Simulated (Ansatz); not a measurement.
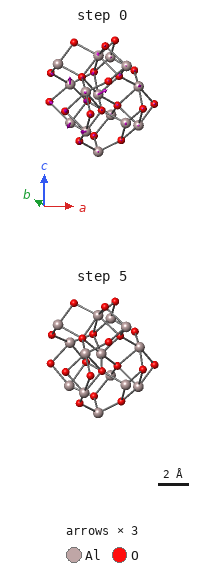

The structure of a defect cell of composition Al47O71 before (top) and after (bottom) a relaxation, at one scale. The purple arrows give the displacements, magnified 3 times.

The picture is a ball-and-stick view of the atoms within 4.2 Å of the atom that moves most (axes of the cell of the calculation (origin shifted)), seen slightly off an axis.

These are results of DFT, PBEsol, PAW, plane waves in Ansatz, not measurements. Set-up: plane-wave cutoff 420 eV; k-point mesh 1 × 1 × 1; mesh shifted by (0.25, 0.25, 0.25); collinear spin; atoms relaxed in a fixed cell; force threshold 0.03 eV/Å; at most 80 steps.

Question: Summarise the run.

Answer: An Al atom moves most: 0.27 Å roughly along [2 −1 1]. By element the largest moves are Al 0.27 Å, O 0.17 Å. The lattice vectors keep their values. Near-neighbour distances that change, for instance: Al–O 1.964 → 1.809 Å, Al–O 1.971 → 2.122 Å, Al–O 1.906 → 1.777 Å, Al–O 1.987 → 1.870 Å. Among the angles between lasting bonds that change: Al–O–Al 91.7° → 109.5°, O–Al–O 90.7° → 101.4°, Al–O–Al 134.3° → 126.2°. After 5 geometry steps the energy has fallen by 4.696 eV per cell of the calculation. The largest force component goes from 3.5 to 0.023 eV/Å.
